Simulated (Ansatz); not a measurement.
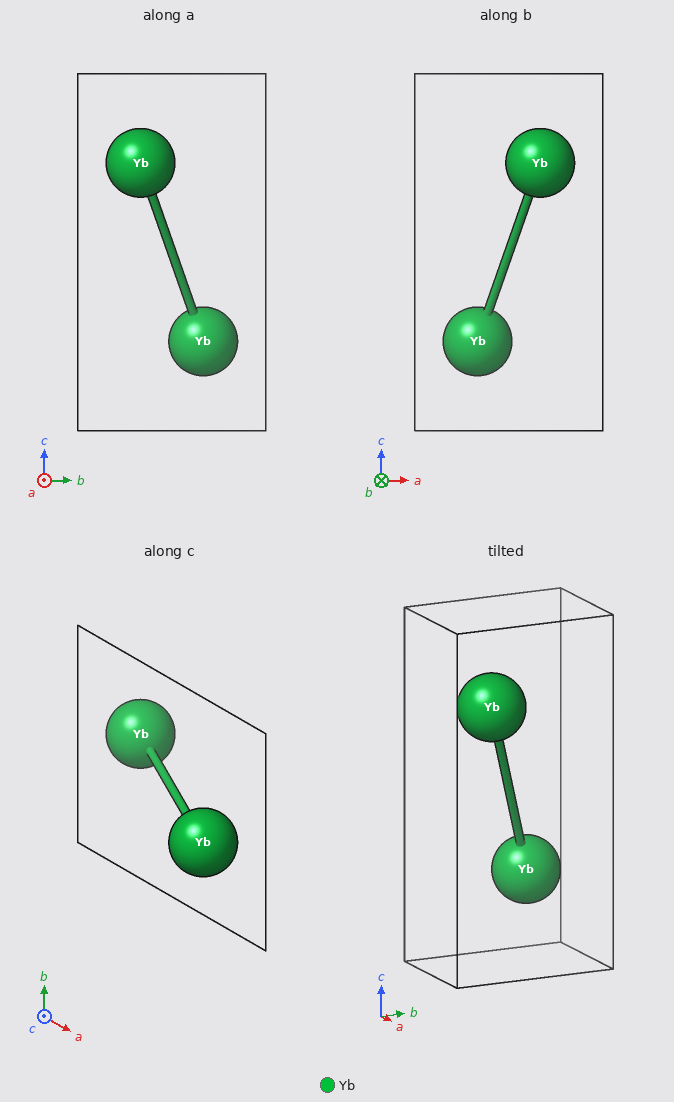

An orthographic ball-and-stick view of the structure, along the a axis, along the b axis, along the c axis and slightly off an axis. One conventional unit cell is framed, with atoms on its boundary repeated.

Lattice parameters: a = 3.7139 Å, b = 3.7139 Å, c = 6.1079 Å, α = 90.000°, β = 90.000°, γ = 120.000°.

**Turn the picture into a CIF with its space group and independent sites.**

```cif
data_structure
_symmetry_space_group_name_H-M 'P 63/m m c'
_symmetry_Int_Tables_number 194
_cell_length_a 3.7139
_cell_length_b 3.7139
_cell_length_c 6.1079
_cell_angle_alpha 90.000
_cell_angle_beta 90.000
_cell_angle_gamma 120.000
_cell_volume 72.96
loop_
_atom_site_label
_atom_site_type_symbol
_atom_site_symmetry_multiplicity
_atom_site_Wyckoff_symbol
_atom_site_fract_x
_atom_site_fract_y
_atom_site_fract_z
_atom_site_occupancy
Yb1 Yb 2 c 0.3333 0.6667 0.2500 1
```

It goes back to a structure type filled with this element by a generator (whether the element takes this form wasn't checked). Earlier steps of the study may have refined or changed the cell and positions. It went into a calculation with Ansatz.
